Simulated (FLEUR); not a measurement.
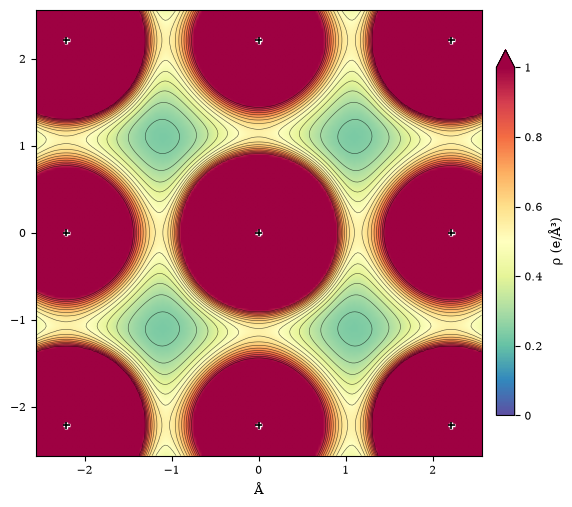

The total electron density on a plane through atoms (crosses mark nuclei in the plane).

The calculation used Kohn-Sham DFT of a periodic cell, PBEsol, all-electron (FLEUR).

Candidates:
A. Ni, a = 4.20 Å, b = 2.46 Å, c = 2.49 Å, α = 90.36°, β = 125.61°, γ = 89.96°. Space group P-1; a structure from a database of computed crystals, not necessarily the ambient phase; changed on purpose from its base cell (cell strained at random at fixed volume); spin-polarised.
B. TaN, a = 4.42 Å, b = 4.42 Å, c = 4.42 Å, α = 90.00°, β = 90.00°, γ = 90.00°. Space group Fm-3m; a structure from a database of computed crystals, not necessarily the ambient phase.
C. Ge, a = 5.66 Å, b = 5.66 Å, c = 5.66 Å, α = 90.00°, β = 90.00°, γ = 90.00°. Space group Fd-3m.

Question: Which candidate gave the map?

Answer: Candidate B: TaN on the (010) plane of the conventional cell, which holds Ta and N. Ta–N (2.21 Å): ρ at the midpoint is about 0.55 e/Å³. Ta–Ta (3.13 Å): the density is about 0.23 e/Å³ at the midpoint.
